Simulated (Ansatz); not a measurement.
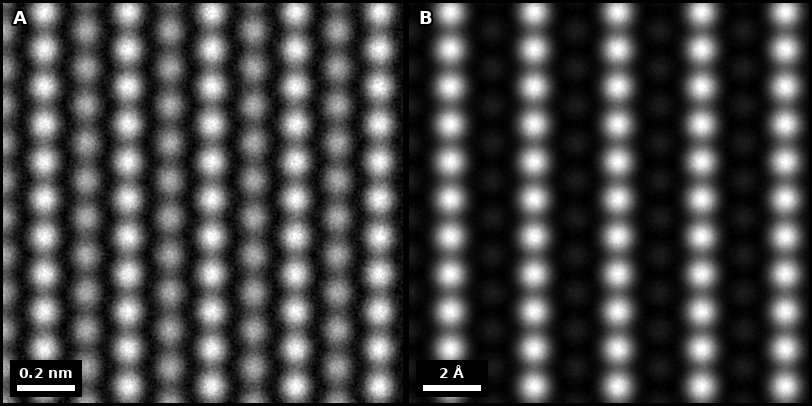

Two simulated images of the same area of WS₂ (Fm-3m, No. 225) along [210], with a probe of 0.86 Å. One is incoherent Z contrast (Z^1.7 per atom), the other the projected potential of neutral atoms blurred by the probe (iDPC-like, thin sample). Brightness is counted from the darkest point of the image. Shot noise was added. Structure used: the input geometry of an electronic-structure calculation (not necessarily at equilibrium); the starting structure was generated, so it need not be a known form of this composition.

Which panel is which, and how can one tell?

B is the Z-contrast image and A the potential image. The columns of 2 S per repeat reach about 10 % of the brightest peak (1 W) in B but about 67 % in A, mainly since the potential grows much more slowly with atomic number.
